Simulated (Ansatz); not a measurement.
# Relaxing (16,0) blue phosphorene nanotube (64 atoms), part 2 of 2

Wanted: the relaxed structure of (16,0) blue phosphorene nanotube (64 atoms) and its electronic structure.

Ansatz 0.2.0; Kohn-Sham DFT, PBE+D3(BJ), PAW (set soft_2), plane waves.

The cell: 64 P. The cell is under 6 Å thick along one periodic direction.

So far. Step 3 (Relaxation): The relaxation changed the energy by -7.11 meV/atom, and atoms moved by 0.038 Å r.m.s., 0.067 Å at most.

## 5. Single point at the relaxed geometry

The electronic structure is read at the final geometry, in a run of its own.

input.yaml reads:

```yaml
crystal:
  lattice:
    - [26.9449, 0.0, 0.0]
    - [0.0, 26.9449, 0.0]
    - [0.0, 0.0, 5.68113]
  atoms:
    - { symbol: P, position: [0.83268, 0.50001, 0.33301] }
    - { symbol: P, position: [0.78123, 0.55611, 0.16461] }
    - { symbol: P, position: [0.80774, 0.62755, 0.33211] }
    - { symbol: P, position: [0.73855, 0.65944, 0.16416] }
    [... 54 atom lines left out ...]
    - { symbol: P, position: [0.8069, 0.37283, 0.33378] }
    - { symbol: P, position: [0.78065, 0.44432, 0.16566] }
    - { symbol: P, position: [0.77622, 0.31525, 0.83376] }
    - { symbol: P, position: [0.76421, 0.39049, 0.66593] }
    - { symbol: P, position: [0.82594, 0.43508, 0.83355] }
    - { symbol: P, position: [0.78649, 0.50021, 0.66519] }
kpoints:
  mp_grid: { grid: [1, 1, 3] }
hamiltonian:
  xc: pbe
  dispersion: d3bj
scf:
  occupations: { method: gaussian, width: 0.05 }
output:
  forces: true
  populations: intrinsic
  dos:
    method: { smearing: { sigma: 0.08 } }
    de: 0.1
    projected: { site_lists: { P: [P] } }
  eigenvalues: true
  write_density: true
  write_potential: true
  volumetric_format: npy
```

Command:

```console
> ansatz run input.yaml --threads 4 --pin off --max-ram 8192MiB --backend cpu --events-out ev --progress --plain --runs-dir out
```

Numbers of over 12 decimals in the logs are rounded to 6 here.

Output:

```text
[...]
Crystal: 64 atoms, lattice volume = 4124.657 Å³
Basis set: ecut = 420 eV, 80763 PW (Γ), exchange–correlation on 384×384×80 points (8 copies of the dense FFT grid, shifted against one another)
Bands: 224, of which v1, the nominal top of the filled ones, is band 160 counted from 1 (159 counted from 0)
Symmetry: 1 space group operations
[...]
k-points: 2 of 3 (time reversal used)
[...]
SCF iter   1: F=—  HF=-48374.443387 eV  |F-HF|=—  |Δ(HF+E_count)|=         —  Δρ=2.10e-3  dr2=5.31e-1  ethr=1.77e-3  ⟨swp⟩=8.0  Hψ=2708  notcnv=0  defer=23
[...]
SCF iter   9: F=-48374.395642 eV  HF=-48374.395642 eV  |F-HF|=1.17e-8  |Δ(HF+E_count)|=   8.52e-9  Δρ=9.03e-7  dr2=5.78e-8  ethr=3.13e-11  ⟨swp⟩=26.0  Hψ=5468  notcnv=0
SCF 1 converged in 9 iterations: F = -48374.395642 eV  dr2 = 5.78e-8
[...]
WARN: The output density's exchange-correlation potential varies sharply where the density is thin. Do not read a vacuum level from v_tot or v_xc, or from such a field of the output density. On a cell that repeats whose density bears no net charge and no dipole along the vacuum's axis use v_es (v_loc + v_h of the components); [...]
SCF converged after 9 iterations
Free energy (F): -48374.395642 eV
[...]
Internal energy: -48374.395642 eV  (E = F + TS)
E sigma→0 (E₀):  -48374.395642 eV
Fermi energy:    -1.404414 eV
[...]
--- Forces (eV/Å), atoms counted from 1 ---
  atom   1  P      0.00456251    -0.00642482     0.00141995
  atom   2  P     -0.00471319     0.00436546     0.00607233
  atom   3  P      0.00548486    -0.00096957     0.00336564
  atom   4  P      0.00286174    -0.00048717     0.00416229
  atom   5  P      0.00643429     0.00621583    -0.00161196
  atom   6  P     -0.01016430    -0.00553235    -0.00473629
  atom   7  P      0.01361671     0.00695878     0.00593165
  atom   8  P     -0.00645816    -0.00265957     0.00456844
  atom   9  P      0.01120242     0.00587577     0.00203734
  atom  10  P     -0.00307840    -0.00664471    -0.00943248
  atom  11  P      0.00521485     0.00875316    -0.00458357
  atom  12  P      0.00004384    -0.00806619    -0.00517822
  atom  13  P      0.01078806     0.01060921     0.00179742
  atom  14  P     -0.00768684    -0.01986940     0.00638318
[...]
atom  63  P      0.01040718     0.00544071     0.00042638
  atom  64  P     -0.00317541    -0.00275606    -0.00341222
  max |Σ_I F_I| component: 4.17e-5 eV/Å
--- Band table (eV) ---
[...]
--- intrinsic populations: 64 sites ---
  site symbol       q [e]
     0      P      5.0103
     1      P      4.9895
     2      P      5.0105
[...]
63      P      4.9898
  spilling = -0.000000 (of n_electrons = 320.000000)
```

The job ended after 2.1 min (4 threads of Arm Neoverse V2, shared host; peak memory 5.3 GiB; 8.2 min of CPU time).

The program notes that the exchange-correlation potential is rough where the density is thin.

Numbers from this run:

- free energy: -48374.3956 eV
- free energy per atom: -755.8499 eV/atom
- SCF cycles: 9
- r.m.s. force component: 0.00658 eV/Å
- longest force: 0.02248 eV/Å
- Fermi energy: -1.404 eV
- gap (highest filled to lowest empty level): 1.847 eV

Intrinsic-atomic-orbital charges by element:

```
element  coordination  atoms  mean charge (e)  spread    least    most
      P           all     64                0  0.0103  -0.0107  0.0107
```

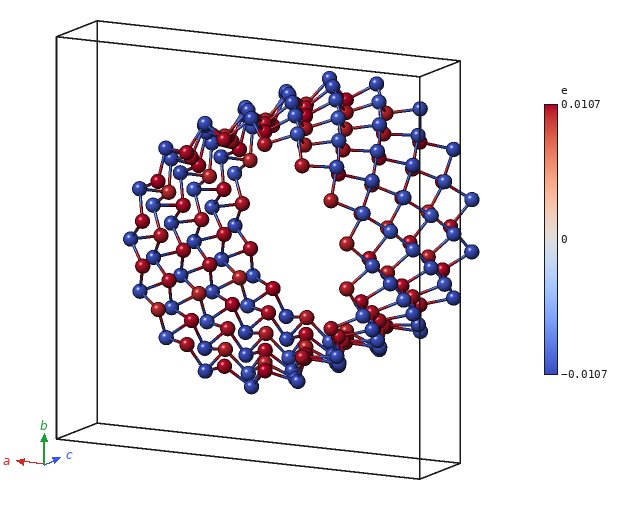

Atoms coloured by intrinsic-atomic-orbital charge. 1×1×3 cells are drawn.

States in the cell by windows of 1 eV, zero at the Fermi level; the larger projections on atomic orbitals stand beside the total:

```
from (eV)  to (eV)  total   P p   P s
      -10       -9   15.3   6.2   8.9
       -9       -8   16.6   5.1  11.2
       -8       -7   23.3   8.2  14.8
       -7       -6    5.1   4.8   0.1
       -6       -5   24.5  21.8   2.2
       -5       -4   39.1  33.0   5.3
       -4       -3   34.1  30.3   3.0
       -3       -2   32.2  28.2   3.2
       -2       -1   54.3  45.0   8.3
       -1        0    2.8   2.3   0.4
        0        1    6.2   4.4   0.9
        1        2   29.8  23.3   2.8
        2        3   55.7  44.1   3.7
```

The curve was stored every 0.100 eV, coarse against its broadening of 0.08 eV, so these counts are rough.

Between -16 and -10 eV lie 73 more states.

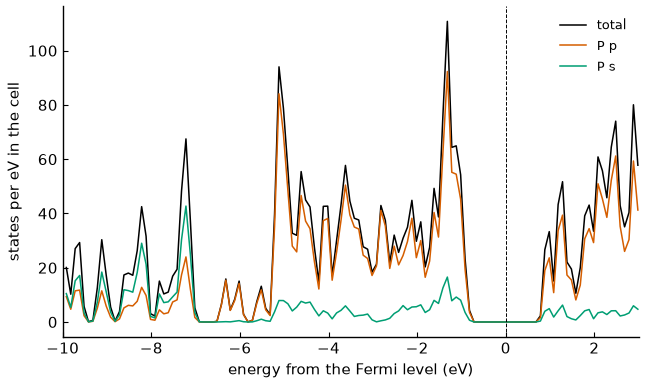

Total and projected density of states, with the broadening of the input.

The levels nearest the highest filled one (over half full), pooled over k-points and spins:

```
level less the highest filled one (eV)  occupation
                               -0.0973           2
                               -0.0969           2
                               -0.0046           2
                               -0.0019           2
                               -5.0e-4           2
                                     0           2
                                  1.85           0
                                  1.85           0
                                  1.86           0
                                  1.86           0
                                  1.92           0
                                  2.00           0
```

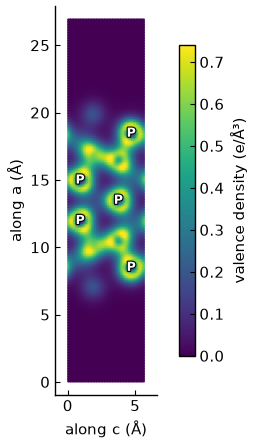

Valence density in the ca plane at fractional y = 0.218, with atoms of P within 0.2 Å of it. It is the smooth field of the valence electrons, not physical close to the nuclei.

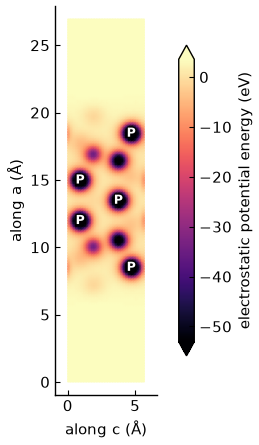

Electrostatic potential energy in the ca plane at fractional y = 0.218, with atoms of P within 0.2 Å of it. With pseudopotentials it is smooth inside the atoms' cores, unlike the true potential.

Intrinsic-atomic-orbital charges run from -0.01 to +0.01 e. The largest share in the top eV of filled states is P p (84 % of the projected weight), and in the lowest eV of empty states P p (87 % of the projected weight).

A closer look about P41, picked at random: 10 atoms, nearest first, numbered in the order of the input, with positions taken from that point.

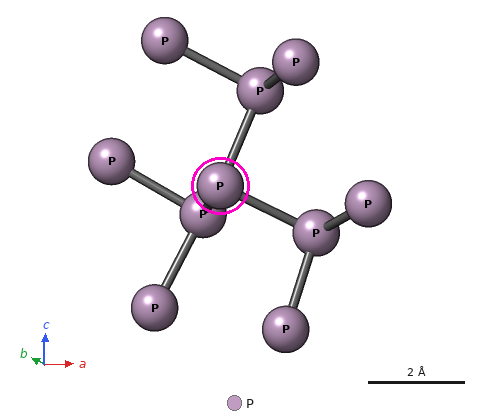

The atoms of the table, within 3.5 Å (arrows a, b, c point along x, y, z); some may hide others; the central atom is ringed.

```
atom      x      y      z  distance (Å)  bonds  intrinsic-atomic-orbital charge (e)
 P41   0.00   0.00   0.00          0.00      3                                -0.01
 P36   1.03   0.69   1.89          2.26      3                                 0.01
 P42   2.00  -0.48  -0.95          2.26      3                                 0.01
 P38   0.32   2.03  -0.96          2.26      3                                 0.01
 P35  -0.83   1.54   2.84          3.34      3                                -0.01
 P39   1.11  -1.36  -2.84          3.34      3                                -0.01
 P39   1.11  -1.36   2.84          3.34      3                                -0.01
 P35  -0.83   1.54  -2.84          3.34      3                                -0.01
 P45   2.46  -2.48   0.00          3.49      3                                -0.01
 P37  -1.35   3.22  -0.01          3.50      3                                -0.01
```

The column of bonds counts only the pairs P-P within 2.68 Å; other neighbours, such as metal atoms beside each other in a compound, aren't counted, and periodic images can show an atom twice.

## 6. What came out

| Quantity | Value |
| --- | --- |
| energy change in the relaxation | -7.107 meV/atom |
| r.m.s. displacement | 0.038 Å |
| largest displacement | 0.067 Å |
| free energy per atom | -755.8499 eV/atom |
| r.m.s. force component | 0.00658 eV/Å |
| gap (highest filled to lowest empty level) | 1.847 eV |
| wall time of the 3 DFT runs | 6.2 min |

Relaxation lowers the energy by 7.11 meV/atom and moves atoms by 0.038 Å r.m.s.; the r.m.s. force component goes from 0.30 to 0.0066 eV/Å. By the final cutoffs no bond was broken or made. The r.m.s. move is of the size of the random displacements put into the start (0.035 Å r.m.s. in three dimensions). First to last step the energy falls by 0.455 eV; the largest move, 0.07 Å, is that of P25, with 1 other atom within 2 % of it. The P-P bonds go from 2.259 Å (spread 0.029) to 2.262 Å (spread 0.001). With the cutoffs above, all P atoms have 3 bonded neighbours. Between filled and empty levels lie 1.85 eV on the run's k-points; the mesh holds the band edges only if they fold onto it, so the gap at this level can be narrower or closed, while semilocal functionals tend to narrow gaps against experiment.

[Logs are printed without paths, hosts, clocks, repeated set-up lines and the standing remarks that a program may print on its own settings, such as how far it seeks lower states.]

[Hosts, paths, dates, database ids (printed as entryN), source tags and the programs' standing remarks are cut or masked in the printed files.]
